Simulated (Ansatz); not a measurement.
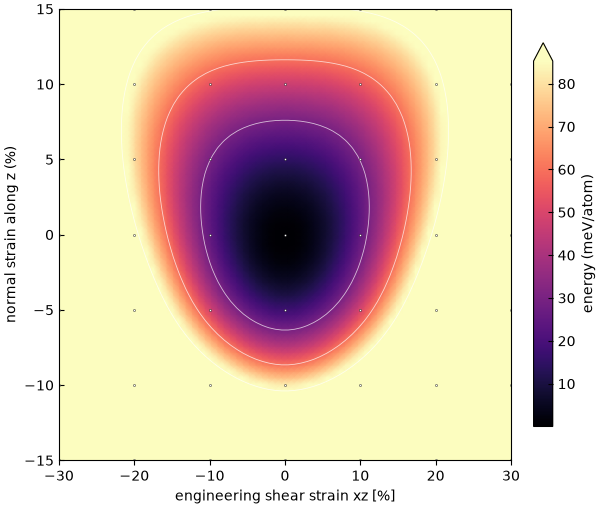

Ga (Cmce, No. 64; 4 atoms in the cell). The energy is mapped over two homogeneous strains (x along [1 0 0], y along [0 1 0], z along [0 0 1] of the conventional cell). First axis: engineering shear strain xz. Second axis: normal strain along z. Nothing is relaxed (fractional coordinates fixed). The scan uses a 7 × 7 grid; 28 points were computed and 21 follow by symmetry. Points are written as (first, second). All energies are given in meV/atom relative to the lowest grid point. Method: DFT PBEsol, scalar-relativistic, plane waves, PAW (Ansatz). Settings: cutoff 420 eV, k-mesh 10×10×10, gaussian smearing 0.15 eV, no spin polarisation.

In the figure: a smooth colour map with a few white contour lines, dots at the grid points, one colour for all values above the top of the scale. Between grid points the surface is interpolated.

**Where is the minimum, and how stiff is the crystal against these two strains (in GPa)?**

The interpolated minimum is at 0.0 % and 0.0 %. Divided by the cell volume of 76.2 Å³, the second derivatives of the energy there are about 45 GPa along the first strain and 111 GPa along the second, with a cross term of about 0 GPa (clamped ions). Round the minimum the two coordinates are nearly uncoupled.
